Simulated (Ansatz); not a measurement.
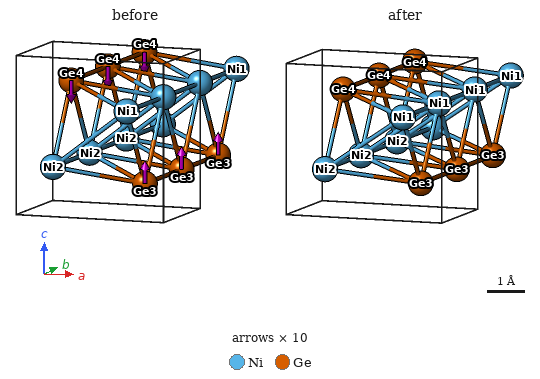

The structure of crystalline NiGe (built on the AuCd (B19)_51 type) (coarse preliminary run) before (left) and after (right) a relaxation, at one scale. The purple arrows give the displacements (the part carried along by the change of the cell is left out), magnified 10 times.

The picture is a ball-and-stick view of the cell of the calculation, repeated 1 × 3 × 1 with one cell outlined, seen slightly off an axis.

Case: AuCd (B19) type (Pmma, No. 51).

These are results of DFT PBE, scalar-relativistic, plane waves, PAW in Ansatz, not measurements. (plane-wave cutoff 420 eV; k-point mesh 4 × 6 × 4; occupations gaussian; smearing width 0.1 eV; no spin polarisation; cell and atoms relaxed; force threshold 0.04 eV/Å; at most 70 steps)

> Summarise the run.

The largest moves relative to the cell, 0.065 Å, are those of Ge3 and Ge4. Ge4 goes along −c. By element the largest moves are Ge 0.065 Å, Ni 0.008 Å. The volume changes by −1.4 %, with a 4.301 → 4.541 Å (+5.6 %), b 2.846 → 2.795 Å (−1.8 %), c 4.391 → 4.175 Å (−4.9 %). Near-neighbour distances that change, for instance: Ni1–Ge3 2.613 → 2.448 Å, Ge3–Ge4 2.711 → 2.836 Å, Ni1–Ge4 2.636 → 2.706 Å, Ni1–Ni1 2.846 → 2.795 Å. The space group stays Pmma (No. 51). The energy falls by 31.9 meV per atom in 5 accepted moves (6 points after the start). Largest force component: 0.77 eV/Å at the start, 0.016 eV/Å at the end. The pressure goes from −2.20 to 0.07 GPa. The SCF was repeated once at an unchanged geometry on a basis and grid sized afresh for the cell, which shifted the energy by 0.1 meV per atom at most.
